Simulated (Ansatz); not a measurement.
Run report: Al₂O₃, geometry relaxation (part 3 of 3)

Al₂O₃ (P1, 40 atoms in the cell); DFT PBE, scalar-relativistic, plane waves, PAW, no spin polarisation (Ansatz 0.2.0); cutoff 420 eV, 2×2×2 k-mesh, Gaussian smearing of 0.02 eV. The structure derives from a Materials Project entry. It belongs to a series of runs on one base structure; here: the perfect supercell shaken and relaxed.

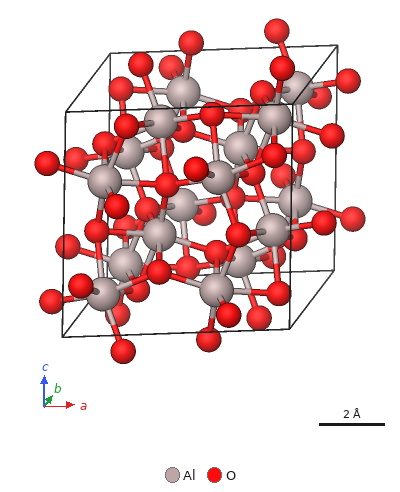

*The geometry at step 3 of the log (ball-and-stick view of the cell of the calculation, seen slightly off an axis; bonded neighbours outside the cell are drawn too).*

Trajectory as extended XYZ (Å, eV, eV/Å), 4 frames, from step=1 to step=4:
```
40
Lattice="-4.8086 -2.7762 4.3749 4.8086 -2.7762 4.3749 0.0000 5.5525 4.3749" Properties=species:S:1:pos:R:3:forces:R:3 step=1 energy=-22276.89607
Al   -0.0221   -0.0230    1.9945    0.3173   1.0916  -1.5263
Al    0.0179   -2.7633    6.2597    0.1502  -0.8525   0.5377
Al   -2.3988    1.4159    6.3215   -0.2040  -0.8920  -0.2627
Al    2.4120    1.4049    6.2480    0.5128  -0.2137   0.8467
Al    0.0031    0.0134    4.5912   -0.3282  -0.9305   1.0697
Al   -0.0075   -2.7919    8.9168   -0.1196  -0.3453   1.0442
Al   -2.3921    1.3361    8.9729   -0.6400   1.0204   0.9003
Al    2.3777    1.3711    8.9877    0.3708   0.8486  -0.1821
Al    0.0090   -0.0189    8.5309   -0.2361   0.1905  -0.5420
Al    0.0104    2.7093    4.1322   -0.1195   1.6656   0.1850
Al    2.4046   -1.3788    4.0964    0.2773  -0.0948   0.6934
Al   -2.4230   -1.3875    4.0573   -0.1984  -0.1335   1.4518
Al    0.0291   -0.0080   11.2070   -1.0055   0.1927  -0.1947
Al   -0.0520    2.8340    6.8094    0.7795  -1.2840  -0.1226
Al    2.4045   -1.3335    6.9020   -0.2483  -0.5759  -1.7375
Al   -2.4242   -1.3478    6.7835    0.0148  -0.8633  -0.3556
O     0.8947    1.3826    7.6359   -0.0005  -0.3921   0.4947
O    -3.8710    1.4027    7.6111   -0.2574  -0.7268   1.0888
O    -1.4283   -2.7576    7.6100   -1.0653  -0.5995   0.8670
O    -1.5199    0.0254    3.2546    0.6878  -0.8278   0.9405
O    -0.7085    1.4795    5.4376   -0.9615   0.5623   0.7571
O    -0.6487   -1.2747    9.7600   -1.6731   0.1333   1.3746
O    -3.1040   -2.6660    5.4945   -1.0553  -0.1571  -0.1352
O     1.6957   -2.6359    5.4677   -0.7132  -0.2952  -0.1185
O     0.7701   -1.5657    7.7099    0.1343   1.4233  -0.8586
O     0.7012    1.2665    3.3411    0.8682  -0.4175  -1.1033
O     3.0888    2.6339    7.6839    1.0138   0.1597  -0.8392
O    -1.6661    2.6453    7.7002    0.1178   0.2963  -0.8985
O    -1.7565    0.1157    7.6912    1.0154  -0.2304  -0.4504
O     3.1691    0.1160    7.6528   -0.1597   0.4097   0.2834
O     0.6742   -1.2813    3.2595    0.6521   0.6542   1.0049
O     0.7212   -4.0405    7.6558    0.1655  -0.7089  -0.5149
O     1.6485   -0.0667    5.4546    0.2488  -0.6338  -0.0839
O    -3.1919   -0.0838    5.4548    1.1405  -0.5075   0.3805
O    -0.7764    1.2620    9.8310    1.1190  -0.3337   0.4102
O    -0.7349    4.1015    5.4829   -0.2511  -1.3434  -0.2989
O    -0.9532   -1.4790    5.5510    0.2270   2.7930  -2.0784
O     3.8642   -1.3965    5.4815    0.2230   0.4505  -0.1853
O     1.5026    2.7777    5.5526   -0.8649   0.7533  -1.3968
O     1.4972   -0.0040    9.8754    0.0657   0.7146  -0.4450
40
Lattice="-4.8086 -2.7762 4.3749 4.8086 -2.7762 4.3749 0.0000 5.5525 4.3749" Properties=species:S:1:pos:R:3:forces:R:3 step=2 energy=-22277.91282
Al   -0.0235   -0.0289    1.9660    0.3408   0.7042  -0.7647
Al   -0.0140   -2.7517    6.2766    0.2943  -0.7713   0.4258
Al   -2.4205    1.4087    6.3174    0.2234  -0.5229  -0.2260
Al    2.3832    1.4120    6.2676    0.5749  -0.3951   0.5581
Al    0.0212    0.0392    4.6055   -0.4151  -0.8627   0.5774
Al    0.0085   -2.7723    8.9407   -0.1352  -0.4032   0.7350
Al   -2.3829    1.3570    8.9682   -0.6290   0.5534   0.5632
Al    2.3919    1.3865    8.9807    0.1365   0.1402   0.0493
Al   -0.0067   -0.0241    8.5428   -0.0522   0.2749  -0.5546
Al   -0.0077    2.7170    4.1104   -0.0194   1.2975   0.3061
Al    2.4115   -1.4000    4.1310   -0.0236   0.2920   0.3094
Al   -2.4211   -1.3987    4.0776    0.0079   0.0546   0.8486
Al    0.0239   -0.0050   11.2069   -0.7045   0.2654  -0.1899
Al   -0.0124    2.8153    6.8195    0.1919  -0.8407  -0.2159
Al    2.4117   -1.3701    6.8686   -0.1956  -0.1820  -1.0448
Al   -2.3990   -1.3744    6.7688   -0.3039  -0.3843   0.1541
O     0.8948    1.3633    7.6678    0.1564   0.2641  -0.1773
O    -3.8830    1.4037    7.6364   -0.1079  -0.5146   0.4970
O    -1.4497   -2.7744    7.6609   -0.5459  -0.0415  -0.1303
O    -1.4944    0.0019    3.2765    0.2352  -0.2420   0.2707
O    -0.7356    1.5040    5.4445   -0.3025   0.0714   0.3913
O    -0.7015   -1.2690    9.7947   -0.6747   0.0292   0.7823
O    -3.1341   -2.6703    5.4783   -0.1444  -0.0811  -0.1535
O     1.6501   -2.6592    5.4634    0.1850   0.0886  -0.0933
O     0.7662   -1.5325    7.6866   -0.2109   0.6696  -0.2873
O     0.7157    1.2694    3.3038    0.5250  -0.2313  -0.5614
O     3.1098    2.6446    7.6675    0.4551   0.0320  -0.3587
O    -1.6602    2.6581    7.6622   -0.1113   0.0611  -0.1038
O    -1.7376    0.1132    7.6711    0.8447  -0.1101  -0.1383
O     3.1402    0.1040    7.6466    0.1192   0.4337   0.2466
O     0.6941   -1.2647    3.2778    0.6451   0.0966   0.5021
O     0.7237   -4.0434    7.6589    0.1104  -0.3644  -0.3092
O     1.6621   -0.0818    5.4658    0.0689  -0.4366  -0.0912
O    -3.1575   -0.1077    5.4633    0.3947  -0.0807   0.0567
O    -0.7614    1.2620    9.8412    0.5009  -0.0029   0.2596
O    -0.7343    4.0545    5.4890   -0.2827  -0.3199  -0.4122
O    -0.9253   -1.4122    5.5162   -0.1510   1.2135  -1.0584
O     3.8871   -1.3837    5.4773   -0.2318  -0.0923  -0.0325
O     1.4861    2.7806    5.4949   -0.5009   0.2777  -0.4561
O     1.4970    0.0180    9.8679   -0.2677   0.0593  -0.1742
40
Lattice="-4.8086 -2.7762 4.3749 4.8086 -2.7762 4.3749 0.0000 5.5525 4.3749" Properties=species:S:1:pos:R:3:forces:R:3 step=3 energy=-22278.43385
Al   -0.0050   -0.0002    1.9388    0.0023  -0.0035   0.0054
Al   -0.0039   -2.7767    6.3131   -0.0083   0.0060   0.0140
Al   -2.4085    1.3881    6.3136   -0.0084  -0.0067   0.0108
Al    2.4003    1.3876    6.3135   -0.0075   0.0058   0.0064
Al   -0.0050   -0.0005    4.6197    0.0056   0.0057   0.0136
Al   -0.0044   -2.7769    8.9941    0.0022   0.0016   0.0231
Al   -2.4090    1.3878    8.9950    0.0031   0.0012   0.0127
Al    2.3989    1.3880    8.9948    0.0094   0.0022   0.0092
Al   -0.0043   -0.0011    8.5028   -0.0070   0.0052  -0.0037
Al   -0.0048    2.7766    4.1274    0.0015  -0.0064   0.0009
Al    2.3996   -1.3871    4.1271    0.0037  -0.0155   0.0035
Al   -2.4084   -1.3884    4.1264   -0.0037  -0.0007   0.0179
Al   -0.0051    0.0004   11.1841    0.0050  -0.0096  -0.0044
Al   -0.0045    2.7752    6.8089    0.0039   0.0082  -0.0061
Al    2.3996   -1.3883    6.8087    0.0062   0.0011  -0.0059
Al   -2.4096   -1.3883    6.8081    0.0085  -0.0015   0.0012
O     0.9273    1.3872    7.6551    0.0018   0.0009   0.0027
O    -3.8817    1.3883    7.6557    0.0047   0.0005  -0.0053
O    -1.4759   -2.7763    7.6555   -0.0101   0.0023  -0.0075
O    -1.4768    0.0003    3.2809   -0.0010  -0.0080  -0.0052
O    -0.7404    1.5005    5.4682   -0.0012   0.0050  -0.0037
O    -0.7407   -1.2755    9.8424    0.0040   0.0021   0.0005
O    -3.1451   -2.6639    5.4687    0.0051   0.0039  -0.0107
O     1.6638   -2.6637    5.4682   -0.0016   0.0051  -0.0046
O     0.7326   -1.5019    7.6561   -0.0082   0.0043  -0.0110
O     0.7312    1.2747    3.2803    0.0005   0.0042   0.0017
O     3.1355    2.6631    7.6555   -0.0010   0.0027  -0.0028
O    -1.6722    2.6624    7.6563   -0.0039   0.0035  -0.0093
O    -1.6731    0.1126    7.6558    0.0039  -0.0003  -0.0041
O     3.1356    0.1129    7.6553    0.0020   0.0000  -0.0008
O     0.7313   -1.2754    3.2808   -0.0007  -0.0023  -0.0037
O     0.7317   -4.0519    7.6562    0.0006   0.0008  -0.0117
O     1.6636   -0.1132    5.4675   -0.0035  -0.0035  -0.0014
O    -3.1450   -0.1131    5.4677    0.0011  -0.0041  -0.0001
O    -0.7403    1.2748    9.8432   -0.0070  -0.0050  -0.0070
O    -0.7417    4.0510    5.4684    0.0031  -0.0042  -0.0046
O    -0.9365   -1.3886    5.4678    0.0007   0.0045  -0.0037
O     3.8720   -1.3884    5.4679   -0.0031   0.0049  -0.0052
O     1.4676    2.7766    5.4680   -0.0005  -0.0094   0.0018
O     1.4679    0.0001    9.8433   -0.0020  -0.0015  -0.0038
40
Lattice="-4.8086 -2.7762 4.3749 4.8086 -2.7762 4.3749 0.0000 5.5525 4.3749" Properties=species:S:1:pos:R:3:forces:R:3 step=4 energy=-22278.43385
Al   -0.0050   -0.0002    1.9388    0.0019  -0.0037   0.0059
Al   -0.0039   -2.7767    6.3131   -0.0084   0.0063   0.0144
Al   -2.4085    1.3881    6.3136   -0.0087  -0.0065   0.0115
Al    2.4003    1.3876    6.3135   -0.0078   0.0061   0.0069
Al   -0.0050   -0.0005    4.6197    0.0055   0.0055   0.0131
Al   -0.0044   -2.7769    8.9941    0.0023   0.0018   0.0229
Al   -2.4090    1.3878    8.9950    0.0032   0.0008   0.0125
Al    2.3989    1.3880    8.9948    0.0096   0.0021   0.0091
Al   -0.0043   -0.0011    8.5028   -0.0068   0.0052  -0.0039
Al   -0.0048    2.7766    4.1274    0.0013  -0.0067   0.0007
Al    2.3996   -1.3871    4.1271    0.0036  -0.0156   0.0032
Al   -2.4084   -1.3884    4.1264   -0.0036  -0.0009   0.0175
Al   -0.0051    0.0004   11.1841    0.0053  -0.0097  -0.0042
Al   -0.0045    2.7752    6.8089    0.0034   0.0085  -0.0060
Al    2.3996   -1.3883    6.8087    0.0061   0.0013  -0.0055
Al   -2.4096   -1.3883    6.8081    0.0085  -0.0014   0.0016
O     0.9273    1.3872    7.6551    0.0017   0.0005   0.0028
O    -3.8817    1.3883    7.6557    0.0049   0.0007  -0.0055
O    -1.4759   -2.7763    7.6555   -0.0099   0.0023  -0.0075
O    -1.4768    0.0003    3.2809   -0.0009  -0.0078  -0.0053
O    -0.7404    1.5005    5.4682   -0.0007   0.0049  -0.0038
O    -0.7407   -1.2755    9.8424    0.0045   0.0017   0.0001
O    -3.1451   -2.6639    5.4687    0.0051   0.0039  -0.0107
O     1.6638   -2.6637    5.4682   -0.0016   0.0050  -0.0047
O     0.7326   -1.5019    7.6561   -0.0083   0.0042  -0.0111
O     0.7312    1.2747    3.2803    0.0006   0.0043   0.0017
O     3.1355    2.6631    7.6555   -0.0012   0.0026  -0.0026
O    -1.6722    2.6624    7.6563   -0.0037   0.0033  -0.0093
O    -1.6731    0.1126    7.6558    0.0037  -0.0004  -0.0042
O     3.1356    0.1129    7.6553    0.0020   0.0001  -0.0010
O     0.7313   -1.2754    3.2808   -0.0008  -0.0022  -0.0038
O     0.7317   -4.0519    7.6562    0.0003   0.0010  -0.0116
O     1.6636   -0.1132    5.4675   -0.0036  -0.0034  -0.0012
O    -3.1450   -0.1131    5.4677    0.0009  -0.0041  -0.0002
O    -0.7403    1.2748    9.8432   -0.0073  -0.0050  -0.0070
O    -0.7417    4.0510    5.4684    0.0032  -0.0039  -0.0047
O    -0.9365   -1.3886    5.4678    0.0008   0.0042  -0.0031
O     3.8720   -1.3884    5.4679   -0.0027   0.0051  -0.0052
O     1.4676    2.7766    5.4680   -0.0001  -0.0092   0.0020
O     1.4679    0.0001    9.8433   -0.0020  -0.0012  -0.0039
```

This output came from the following input.

Input:
```yaml
crystal:
  lattice:
    - [-4.8085976127, -2.7762451261, 4.374911747]
    - [4.8085976127, -2.7762451261, 4.374911747]
    - [0.0, 5.5524902522, 4.374911747]
  atoms:
    - { symbol: Al, position: [0.1556484311, 0.1510530861, 0.149202525] }
    - { symbol: Al, position: [0.6409674169, 0.6446858372, 0.1451534741] }
    - { symbol: Al, position: [0.6460693707, 0.1472219213, 0.65164653] }
    - { symbol: Al, position: [0.1409019234, 0.6425080939, 0.6447243577] }
    - { symbol: Al, position: [0.3486793803, 0.3493338179, 0.3514248205] }
    - { symbol: Al, position: [0.8477831428, 0.8462143138, 0.3441796485] }
    - { symbol: Al, position: [0.8521908009, 0.3547217364, 0.8440858436] }
    - { symbol: Al, position: [0.3552394988, 0.8497152718, 0.8494120158] }
    - { symbol: Al, position: [0.6501811876, 0.6520566465, 0.6477221828] }
    - { symbol: Al, position: [0.1511182377, 0.1532718966, 0.6401402282] }
    - { symbol: Al, position: [0.1448595266, 0.6449130265, 0.146559375] }
    - { symbol: Al, position: [0.6443724164, 0.1404901896, 0.1425349495] }
    - { symbol: Al, position: [0.8513341061, 0.8573917623, 0.8529225949] }
    - { symbol: Al, position: [0.3541046836, 0.3432821055, 0.8590894256] }
    - { symbol: Al, position: [0.3559082476, 0.8559551724, 0.3657661275] }
    - { symbol: Al, position: [0.8498377874, 0.3456909791, 0.3550214554] }
    - { symbol: O, position: [0.4057679372, 0.5918220701, 0.7477952229] }
    - { symbol: O, position: [0.8982026964, 0.0931844408, 0.7483277695] }
    - { symbol: O, position: [0.893890425, 0.5968538783, 0.2487226948] }
    - { symbol: O, position: [0.404493274, 0.0884130493, 0.2510242203] }
    - { symbol: O, position: [0.3991464548, 0.2518152745, 0.5919402624] }
    - { symbol: O, position: [0.8876160779, 0.7527119436, 0.5905833556] }
    - { symbol: O, position: [0.9014367953, 0.2559354892, 0.0985473975] }
    - { symbol: O, position: [0.3985105978, 0.7511513157, 0.1001143632] }
    - { symbol: O, position: [0.6013536152, 0.7615072799, 0.3994424928] }
    - { symbol: O, position: [0.1056239521, 0.2514441853, 0.4066328379] }
    - { symbol: O, position: [0.1061600116, 0.7485134824, 0.9016924135] }
    - { symbol: O, position: [0.6011363674, 0.254642995, 0.9043057506] }
    - { symbol: O, position: [0.7617041722, 0.3964228979, 0.5998945216] }
    - { symbol: O, position: [0.246597776, 0.9056394556, 0.5970066832] }
    - { symbol: O, position: [0.2551671972, 0.3953696585, 0.094505325] }
    - { symbol: O, position: [0.750889699, 0.9008640372, 0.0981849018] }
    - { symbol: O, position: [0.2481842901, 0.5910161997, 0.4075957105] }
    - { symbol: O, position: [0.7525415685, 0.0887533031, 0.4055467873] }
    - { symbol: O, position: [0.7540127943, 0.5925546386, 0.9005735806] }
    - { symbol: O, position: [0.2479357853, 0.0951146542, 0.9102013844] }
    - { symbol: O, position: [0.6108477291, 0.4126129899, 0.2453608567] }
    - { symbol: O, position: [0.099688741, 0.903284763, 0.2499770964] }
    - { symbol: O, position: [0.1000689825, 0.412558802, 0.7565737178] }
    - { symbol: O, position: [0.5969910712, 0.9083452841, 0.7519475877] }
basis:
  ecutwfc: 420
  xc_grid: 2
kpoints:
  mp_grid: { grid: [2, 2, 2], shift: [0.5, 0.5, 0.5] }
hamiltonian:
  xc: pbe
scf:
  occupations: { method: gaussian, width: 0.02 }
output:
  forces: true
  stress: false
  eigenvalues: true
relax:
  adjacent_minimum: "off"
  f_tol: 0.03
  max_steps: 25
```

Launched with:
```bash
ansatz run input.yaml --threads 8 --pin off --max-ram 16384MiB --backend cpu --events-out ev --progress --plain --runs-dir out
```

Key numbers:

```tsv
quantity	value
outcome	converged
space group (tolerance 0.01 Å)	P1 (1) → R-3c (167)
electrons treated	192
free energy	−22278.4339 eV
Fermi energy	10.737 eV
gap on the k-point mesh	6.95 eV
final volume	350.43 Å³
largest force (length of the vector) at the end	0.023 eV/Å
final cell	a = 7.069 Å, b = 7.069 Å, c = 7.069 Å, α = 85.73°, β = 85.73°, γ = 85.73°
hardware	8 threads of Arm Neoverse V1, 24 GiB of memory available, shared host
wall time	19 s (CPU time 2.4 min)
peak memory	1.1 GiB
```
